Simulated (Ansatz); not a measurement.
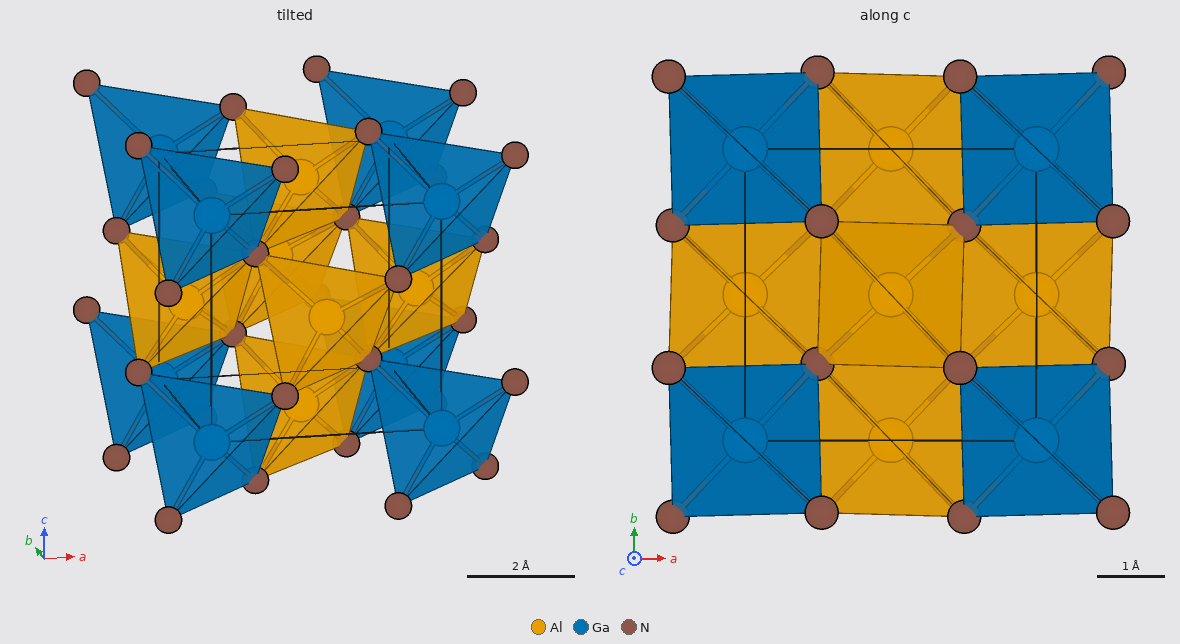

The image is a polyhedral drawing of a crystal, viewed slightly off an axis and along the c axis. One conventional unit cell is framed, with atoms on its boundary repeated. Some neighbours outside the box are added.

Summary of the structure:

- The solid is Al$_{3}$GaN$_{4}$.
- The lattice is primitive tetragonal and the space group P-4 (No. 81).
- One cell contains 3 Al, 1 Ga, 4 N, 8 atoms in all.
- The polyhedra are AlN4 tetrahedra and GaN4 tetrahedra; they share corners.
- Each Al has four N in a tetrahedral arrangement at about 1.9 Å. Ga is linked to four N in a tetrahedral arrangement at about 1.9 Å. N is coordinated by three Al and one Ga in a tetrahedral arrangement (about 1.9 Å to Al, 1.9 Å to Ga).
- The bonds build a three-dimensional framework.

It goes back to a structure listed in the Materials Project. The cell was then strained or its atoms displaced on purpose. An electronic-structure calculation with Ansatz was run on it.

At this level of theory the run's own cell isn't at rest (forces up to 0.9 eV/Å), so its distances can differ from those at equilibrium, the more so the softer the solid.
